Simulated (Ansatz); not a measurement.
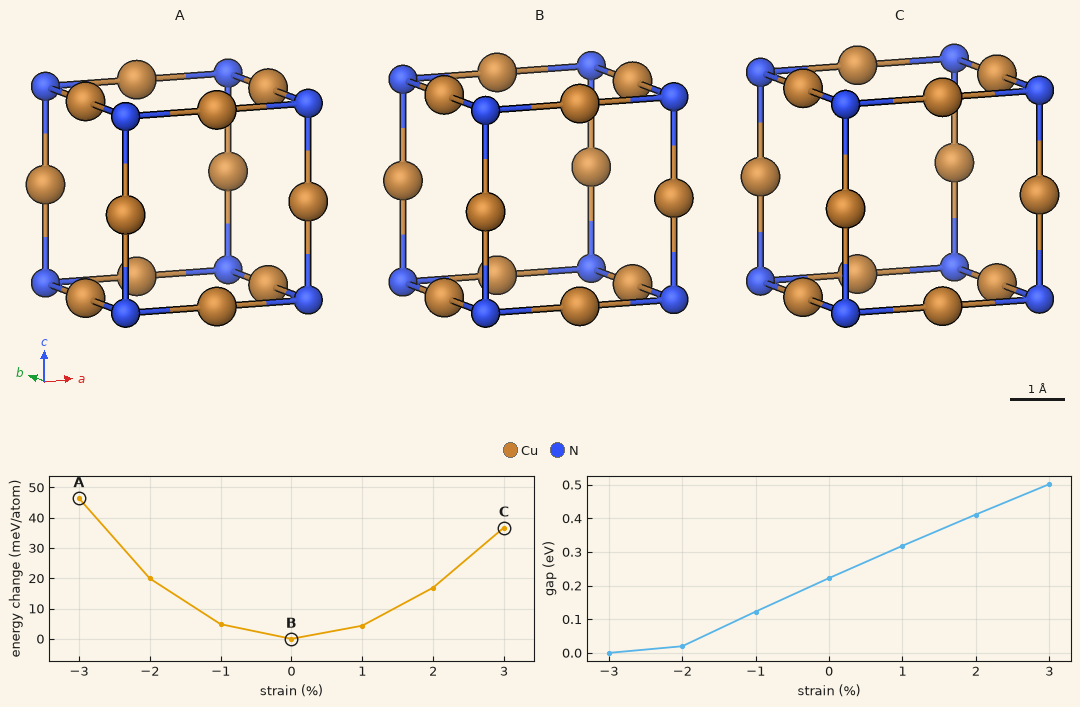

Members of a series of calculations on a crystal of Cu3N (set up in Pm-3m), marked on the first curve. The picture is a ball-and-stick view of the cell of the calculation, seen slightly off an axis.

The calculation used DFT PBE, scalar-relativistic, plane waves, PAW in Ansatz 0.2.0. (plane-wave cutoff 420 eV; k-point mesh 10 × 10 × 10; occupations gaussian; smearing width 0.01 eV; no spin polarisation)

Question: Describe the series.

Answer: Equal strain along all axes, cell held, atoms relaxed. A (strain −3.0 %): energy change 46.4 meV/atom, volume 12.79 Å³ per atom, gap 0.00 eV. B (strain 0.0 %): energy change 0.0 meV/atom, volume 14.01 Å³ per atom, gap 0.22 eV. C (strain 3.0 %): energy change 36.7 meV/atom, volume 15.31 Å³ per atom, gap 0.50 eV. The rest compares A with C. Cell: a = b = c 3.712 → 3.942 Å (+6.2 %). Volume +19.7 %. Among the bonded contacts that change: Cu–N 1.856 → 1.971 Å.
